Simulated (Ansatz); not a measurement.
**Two runs on Al3GaN4**

System: Al3GaN4 (Pm, 8 atoms in the cell).
Method of run 1: DFT PBEsol, scalar-relativistic, plane waves, PAW, no spin polarisation (Ansatz 0.2.0).

The structure derives from a Materials Project entry. Text and figures count atoms from 1; the logs count them from 0 in places.

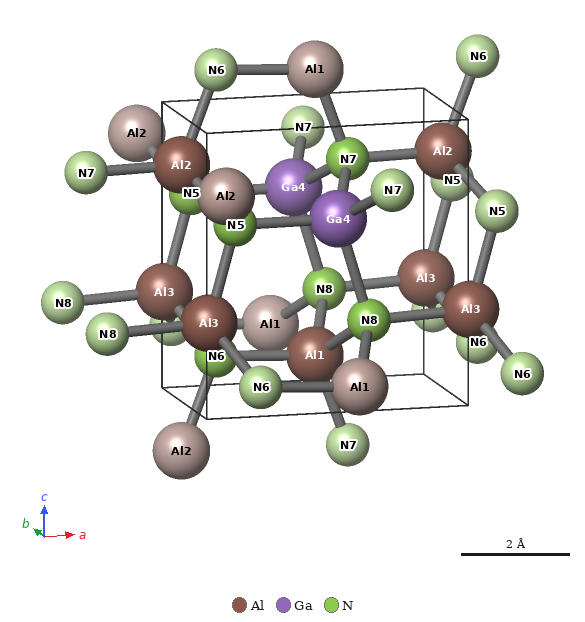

Figure 1. The structure as given in the input (ball-and-stick view of the cell of the calculation, seen slightly off an axis; neighbours outside the cell are drawn fainter; atoms are numbered from 1 in the order of the input). An atom can appear more than once, as a periodic image. Near neighbours in the periodic cell (some may lie outside the picture): Al has 4 N at 1.84 to 1.96 Å; Ga has 4 N at 1.86 to 2.05 Å; N has 3 Al at 1.89 to 1.96 Å and 1 Ga at 1.98 to 2.05 Å; N has 4 Al at 1.88 to 1.92 Å; N has 2 Al at 1.84 Å and 2 Ga at 1.86 Å.

### The input, run 1
```yaml
crystal:
  lattice:
    - [5.0434079713, 0.0, 0.0001149907]
    - [0.0, 3.1300738974, 0.0]
    - [-0.0032362569, 0.0, 5.4179919474]
  atoms:
    - { symbol: Al, position: [0.4993651942, 0.5, 0.1451953166] }
    - { symbol: Al, position: [-0.0110501404, 0.5, 0.8353659407] }
    - { symbol: Al, position: [0.0088068007, 0.0, 0.3356938913] }
    - { symbol: Ga, position: [0.5026614347, 0.0, 0.67748133] }
    - { symbol: "N", position: [0.109508848, 0.0, 0.674536832] }
    - { symbol: "N", position: [0.1211564207, 0.5, 0.1608310986] }
    - { symbol: "N", position: [0.6245578446, 0.5, 0.825991926] }
    - { symbol: "N", position: [0.6204456606, 0.0, 0.3163115766] }
basis:
  ecutwfc: 420
kpoints:
  mp_grid: { grid: [6, 8, 4] }
hamiltonian:
  xc: pbesol
scf:
  occupations: { method: gaussian, width: 0.05 }
output:
  forces: true
  stress: true
  eigenvalues: true
```

Command:
```bash
ansatz run input.yaml --threads 2 --pin off --max-ram 5120MiB --backend cpu --events-out ev --progress --plain --runs-dir out
```

Hardware: 2 threads of AMD EPYC (Zen 5), 32 GiB of memory available, shared host.

### Output, shortened to warnings, some set-up lines, iterations and results (run 1)
```
Basis set: ecut = 420 eV, 1681 PW (Γ), exchange–correlation on 72×48×80 points (8 copies of the dense FFT grid, shifted against one another)
Symmetry: 2 space group operations
k-points: 70 of 192 (time reversal used)
Initial density: superposition of atomic densities (neutral atoms: chi_scale 0, normalization atom), corrected by the library's trained network
[...]
SCF iter   1: F=—  HF=-6840.408906 eV  |F-HF|=—  |Δ(HF+E_count)|=         —  Δρ=1.11e-2  dr2=1.10e-1  ethr=1.77e-3  ⟨swp⟩=6.4  Hψ=10094  notcnv=0  defer=19
SCF iter   2: F=—  HF=-6840.377478 eV  |F-HF|=—  |Δ(HF+E_count)|=   3.14e-2  Δρ=1.81e-3  dr2=2.91e-3  ethr=2.62e-4  ⟨swp⟩=2.4  Hψ=3728  notcnv=0  defer=232
SCF iter   3: F=—  HF=-6840.377006 eV  |F-HF|=—  |Δ(HF+E_count)|=   4.72e-4  Δρ=9.26e-4  dr2=8.01e-4  ethr=6.93e-6  ⟨swp⟩=2.2  Hψ=2669  notcnv=0  defer=162
SCF iter   4: F=—  HF=-6840.376870 eV  |F-HF|=—  |Δ(HF+E_count)|=   1.36e-4  Δρ=3.74e-4  dr2=1.15e-4  ethr=1.91e-6  ⟨swp⟩=2.1  Hψ=2690  notcnv=0  defer=162
SCF iter   5: F=—  HF=-6840.376834 eV  |F-HF|=—  |Δ(HF+E_count)|=   3.62e-5  Δρ=9.50e-5  dr2=6.99e-6  ethr=2.73e-7  ⟨swp⟩=2.0  Hψ=3264  notcnv=0  defer=162
SCF iter   6: F=—  HF=-6840.376821 eV  |F-HF|=—  |Δ(HF+E_count)|=   1.26e-5  Δρ=4.27e-5  dr2=1.63e-6  ethr=1.67e-8  ⟨swp⟩=2.0  Hψ=3255  notcnv=0  defer=162
SCF iter   7: F=-6840.376820 eV  HF=-6840.376820 eV  |F-HF|=9.83e-9  |Δ(HF+E_count)|=   6.83e-7  Δρ=9.13e-6  dr2=6.82e-8  ethr=2.38e-10  ⟨swp⟩=7.9  Hψ=9615  notcnv=0
SCF 1 converged in 7 iterations: F = -6840.376820 eV  dr2 = 6.82e-8
SCF converged after 7 iterations
Free energy (F): -6840.376820 eV
Harris-Foulkes:  -6840.376820 eV  (|F-HF|=9.83e-9)
Internal energy: -6840.376820 eV  (E = F + TS)
E sigma→0 (E₀):  -6840.376820 eV
Fermi energy:    9.377822 eV
--- Per-component energies (eV) ---
  E_band       = 20.123357
  E_kinetic    = 723.200667
  E_local      = -3184.394667  (includes V_loc(G=0)·N_el)
  E_nonlocal   = 642.723424
  E_hartree    = 1401.020257
  E_xc         = -429.805533
  E_vxc        = -456.320421  (∫ρ·V_xc dr)
  E_paw        = -3809.300531  (= ΣΔE_a)
  E_vpaw       = -507.119304  (= ΣTr[D̂ρ^β])
  E_aug_tail   = 0.000261  (compensation charges beyond the density's cutoff)
  E_ewald      = -2184.853489
  E_core_change = 1.032790  (= ΣΔE_core)
  E_smearing   = -0.000000  (= −TS)
  E_closure    = -0.000000  (closes the sum)
  Σ components = -6840.376820   (vs F -6840.376820, Δ=0.00e0)
--- Forces (eV/Å), atoms counted from 1 ---
  atom   1  Al    -0.03237312     0.00000000     2.13015928
  atom   2  Al     1.18292557     0.00000000    -0.00761123
  atom   3  Al    -0.55278032    -0.00000000    -0.43373294
  atom   4  Ga    -0.91226542    -0.00000000    -2.49315895
  atom   5  N      0.05816955    -0.00000000    -0.38838662
  atom   6  N      0.06008358     0.00000000     0.31641323
  atom   7  N      0.04426488     0.00000000     0.62303392
  atom   8  N      0.15198924     0.00000000     0.25329420
  max |Σ_I F_I| component: 1.40e-5 eV/Å
--- Stress (GPa, compression-positive) ---
        0.391292       0.000000       0.592052
        0.000000       3.129074       0.000000
        0.592030       0.000000      -0.638856
  P = ⅓ Tr σ = 0.9605 GPa (9.605 kbar)
```

For run 2 the input was changed thus:
```diff
-    - { symbol: Al, position: [0.4993651942, 0.5, 0.1451953166] }
-    - { symbol: Al, position: [-0.0110501404, 0.5, 0.8353659407] }
-    - { symbol: Al, position: [0.0088068007, 0.0, 0.3356938913] }
-    - { symbol: Ga, position: [0.5026614347, 0.0, 0.67748133] }
-    - { symbol: "N", position: [0.109508848, 0.0, 0.674536832] }
-    - { symbol: "N", position: [0.1211564207, 0.5, 0.1608310986] }
-    - { symbol: "N", position: [0.6245578446, 0.5, 0.825991926] }
-    - { symbol: "N", position: [0.6204456606, 0.0, 0.3163115766] }
+    - { symbol: Al, position: [0.5008786784, 0.5, 0.1839302537], spin: -2.0 }
+    - { symbol: Al, position: [0.0098988366, 0.5, 0.8343853326], spin: -4.0 }
+    - { symbol: Al, position: [-0.0047009868, 0.0, 0.3286916914], spin: 0.5 }
+    - { symbol: Ga, position: [0.4969919231, 0.0, 0.6577405803], spin: 2.0 }
+    - { symbol: "N", position: [0.112420193, 0.0, 0.660173564], spin: -4.0 }
+    - { symbol: "N", position: [0.1234277511, 0.5, 0.1719029393], spin: -1.0 }
+    - { symbol: "N", position: [0.6255477063, 0.5, 0.8508426769], spin: 4.0 }
+    - { symbol: "N", position: [0.6252451009, 0.0, 0.3337787779], spin: 1.0 }
+magnetization:
+  spin_polarized: true
```

Predict how the results change.

With the same functional and potentials, run 2 lies 16.7 meV per atom lower. The gap on the mesh goes from 3.31 to 3.14 eV. The pressure goes from 0.96 to 0.33 GPa. The largest force goes from 2.655 to 2.180 eV/Å. With spin allowed, the absolute moment of the cell comes to 0.00 μB. The SCF takes 16 iterations against 7. On the same kind of shared host run 2 took about 4.1 times as long. The two runs start from different initial densities, which also moves the count.

### Output, shortened to warnings, some set-up lines, iterations and results (run 2)
```
WARN: the starting moments were not kept: the SCF closed with an absolute magnetisation of 4.4e-6 μB, where they sum to 18.5 μB in size (8 sites). That is at most 0.1 of that sum. Measured as dr2_m measures the in/out step, that magnetisation stands 3.0e-12 eV from none, at or under the dr2_threshold of 1.0e-7 eV: it is no larger than a step whose dr2_m would equal this threshold. The system may …
Basis set: ecut = 420 eV, 1681 PW (Γ), exchange–correlation on 72×48×80 points (8 copies of the dense FFT grid, shifted against one another)
Symmetry: 2 space group operations
k-points: 70 of 192 (time reversal used)
Initial density: superposition of atomic densities (chi_scale 0.1, normalization cell, long waves kept (reshape's long-wave potential 0.14 eV rms))
[...]
SCF iter   1: F=—  HF=-6831.982613 eV  |F-HF|=—  |Δ(HF+E_count)|=         —  Δρ=1.83e-1 (↑1.65e-1 ↓1.83e-1)  dr2=1.23e1  dr2_m=2.12e1  M=0.000 μB ∫|m|=2.366 μB  β_m=0.30  …
SCF iter   2: F=—  HF=-6835.222579 eV  |F-HF|=—  |Δ(HF+E_count)|=    3.24e0  Δρ=1.31e-1 (↑1.19e-1 ↓1.31e-1)  dr2=3.49e0  dr2_m=1.15e1  M=0.000 μB ∫|m|=1.818 μB  β_m=0.30  …
SCF iter   3: F=—  HF=-6837.206944 eV  |F-HF|=—  |Δ(HF+E_count)|=    1.98e0  Δρ=9.35e-2 (↑8.88e-2 ↓9.35e-2)  dr2=4.32e-1  dr2_m=6.33e0  M=0.000 μB ∫|m|=1.432 μB  β_m=0.30  …
SCF iter   4: F=—  HF=-6838.622632 eV  |F-HF|=—  |Δ(HF+E_count)|=    1.42e0  Δρ=6.72e-2 (↑6.63e-2 ↓6.72e-2)  dr2=8.29e-2  dr2_m=3.46e0  M=0.000 μB ∫|m|=1.131 μB  β_m=0.30  …
SCF iter   5: F=—  HF=-6839.436562 eV  |F-HF|=—  |Δ(HF+E_count)|=   8.14e-1  Δρ=5.01e-2 (↑5.01e-2 ↓4.88e-2)  dr2=4.87e-3  dr2_m=1.91e0  M=0.000 μB ∫|m|=0.895 μB  β_m=0.30  …
[... 7 lines ...]
SCF iter  13: F=—  HF=-6840.510306 eV  |F-HF|=—  |Δ(HF+E_count)|=   3.58e-5  Δρ=1.12e-5 (↑8.91e-6 ↓1.12e-5)  dr2=2.28e-7  dr2_m=2.83e-8  M=0.000 μB ∫|m|=0.000 μB  β_m=0.72  …
SCF iter  14: F=—  HF=-6840.510306 eV  |F-HF|=—  |Δ(HF+E_count)|=   2.78e-8  Δρ=2.73e-6 (↑2.73e-6 ↓2.62e-6)  dr2=7.27e-9  dr2_m=2.78e-9  M=0.000 μB ∫|m|=0.000 μB  β_m=0.77  …
SCF iter  15: F=—  HF=-6840.510306 eV  |F-HF|=—  |Δ(HF+E_count)|=   3.02e-9  Δρ=1.03e-6 (↑1.03e-6 ↓7.78e-7)  dr2=1.35e-9  dr2_m=2.76e-10  M=0.000 μB ∫|m|=0.000 μB  β_m=0.77  …
SCF iter  16: F=-6840.510306 eV  HF=-6840.510306 eV  |F-HF|=3.27e-11  |Δ(HF+E_count)|=  1.38e-10  Δρ=2.12e-7 (↑1.81e-7 ↓2.12e-7)  dr2=5.05e-11  dr2_m=1.77e-11  M=0.000 μB …
SCF 1 converged in 16 iterations: F = -6840.510306 eV  dr2 = 5.05e-11
WARN: the starting moments were not kept: the SCF closed with an absolute magnetisation of 4.4e-6 μB, where they sum to 18.5 μB in size (8 sites). That is at most 0.1 of that sum. Measured as dr2_m measures the in/out step, that magnetisation stands 3.0e-12 eV from none, at or under the …
SCF converged after 16 iterations
Magnetization: 0.0000 μB (21.0000 up, 21.0000 down)
Absolute magnetization: 0.0000 μB (∫|ρ↑−ρ↓|, with the PAW one-centre terms)
Spin contamination: 0.0000 ħ² per cell (⟨S²⟩ above its minimum at these occupations)
Per-site moments (μB) at R_I (Å): [(7.065195913263101e-8, 0.7718623501935561), (-5.9361472567674126e-8, 0.7835497286631466), (-3.953263442575355e-8, 0.7699527776379574), (-4.6741570113782536e-8, 0.7717724525676993), (8.70825780104097e-7, 0.7797440515894203), (-8.530587093104313e-8, …
Free energy (F): -6840.510306 eV
Harris-Foulkes:  -6840.510306 eV  (|F-HF|=3.27e-11)
Internal energy: -6840.510306 eV  (E = F + TS)
E sigma→0 (E₀):  -6840.510306 eV
Fermi energy:    9.573164 eV
--- Per-component energies (eV) ---
  E_band       = 23.048244
  E_kinetic    = 722.863751
  E_local      = -3164.426345  (includes V_loc(G=0)·N_el)
[...]
```

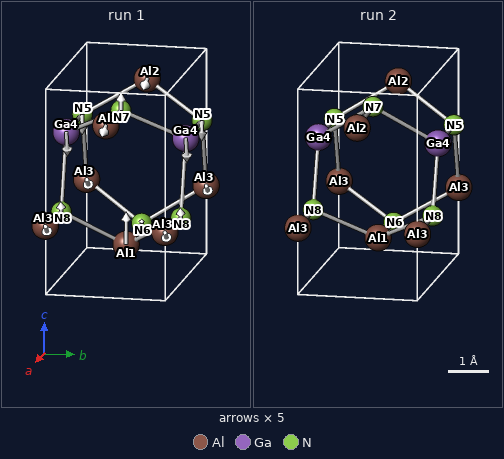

Figure 2. The two input geometries at one scale (ball-and-stick view of the cell of the calculation, seen slightly off an axis). The white arrows on the first give the shifts of the atoms relative to the cell, with their mean removed, magnified 5 times. Al1 moves most: 0.18 Å. By element the largest moves are Al 0.18 Å, Ga 0.15 Å, N 0.11 Å. (The mean shift of all atoms is removed.) The cell doesn't change. Among the contacts that change: Ga4–N8 2.045 → 1.871 Å, Ga4–N7 1.864 → 1.991 Å, Al2–N7 1.838 → 1.941 Å, Al3–N8 1.961 → 1.867 Å.

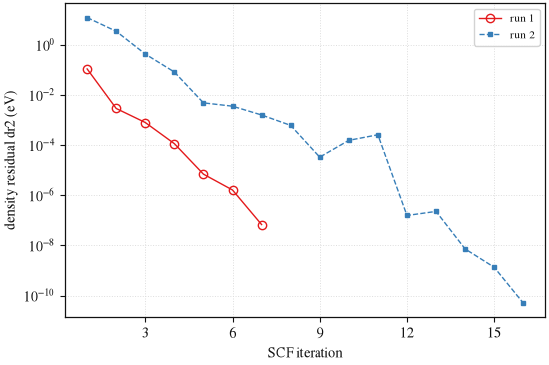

Figure 3. Convergence of the two runs: density residual dr2 against the SCF iteration. Run 1 takes 7 iterations in all, and run 2 takes 16.

### The two runs side by side

```tsv
quantity	run 1	run 2
outcome	converged	converged
free energy per atom (eV)	−855.0471	−855.0638
gap on the mesh (eV)	3.31	3.14
pressure (GPa)	0.96	0.33
largest force (eV/Å)	2.655	2.180
SCF iterations	7	16
irreducible k-points	70	70
plane waves at Γ	1681	1681
net moment of the cell (μB)	–	0.00
absolute moment of the cell (μB)	–	0.00
wall time (shared host)	2.6 s	11 s
```

For run 2: Warnings: some starting moments were not kept.
